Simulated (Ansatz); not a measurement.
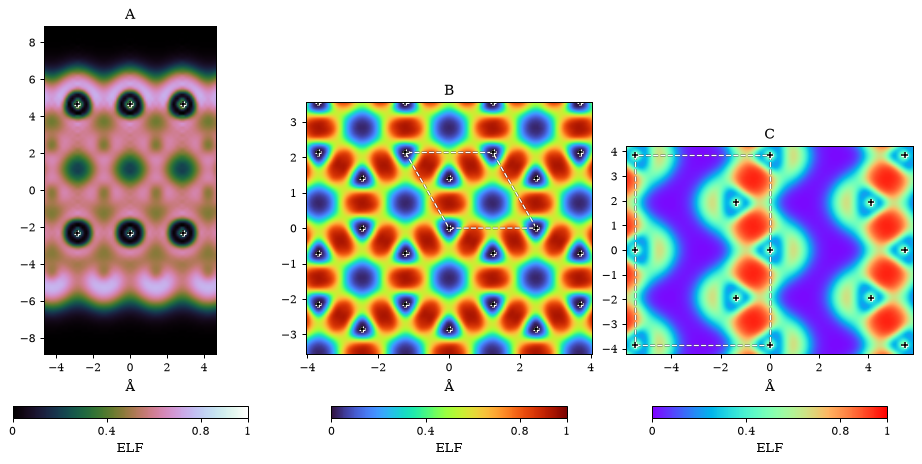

The ELF of 3 systems, each on a plane through atoms (crosses mark nuclei in the plane).

The calculation used Ansatz 0.2.0, DFT PBE, scalar-relativistic, plane waves, PAW.

System 1: Si, the (101) plane of the conventional cell. Space group Fd-3m.

```cif
data_structure
_symmetry_space_group_name_H-M 'P 1'
_symmetry_Int_Tables_number 1
_cell_length_a 5.4698
_cell_length_b 5.4698
_cell_length_c 5.4698
_cell_angle_alpha 90.000
_cell_angle_beta 90.000
_cell_angle_gamma 90.000
_cell_volume 163.65
loop_
_atom_site_label
_atom_site_type_symbol
_atom_site_fract_x
_atom_site_fract_y
_atom_site_fract_z
_atom_site_occupancy
Si1 Si 0.00000 0.00000 0.00000 1
Si2 Si 0.50000 0.50000 0.00000 1
Si3 Si 0.50000 0.00000 0.50000 1
Si4 Si 0.00000 0.50000 0.50000 1
Si5 Si 0.25000 0.25000 0.25000 1
Si6 Si 0.75000 0.75000 0.25000 1
Si7 Si 0.75000 0.25000 0.75000 1
Si8 Si 0.25000 0.75000 0.75000 1
```

System 2: Al (slab), the (100) plane of the calculation cell, a cut from vacuum to vacuum. Computed without spin polarisation.

```
CELL_PARAMETERS angstrom
2.85715 0.00000 0.00000
-1.42858 2.47437 0.00000
0.00000 0.00000 31.33142
ATOMIC_POSITIONS crystal
Al 0.66667 0.33333 0.35109
Al 0.33333 0.66667 0.42554
Al 0.00000 0.00000 0.50000
Al 0.66667 0.33333 0.57446
Al 0.33333 0.66667 0.64891
```

System 3: C, the (001) plane of the conventional cell. Space group R-3m; a structure from a database of computed crystals, not necessarily the ambient phase.

Match each panel to its system.

Panel A is system 2, Al: the plane holds Al. Al–Al (2.86 Å): the ELF peaks at about 0.65 between the atoms. Panel B is system 3, C: the plane holds C. C–C (1.42 Å): the ELF peaks at about 0.95 between the atoms; localised, covalent bonding. Panel C is system 1, Si: the plane holds Si. Si–Si (2.37 Å): the ELF peaks at about 0.95 between the atoms: localised, covalent bonding.
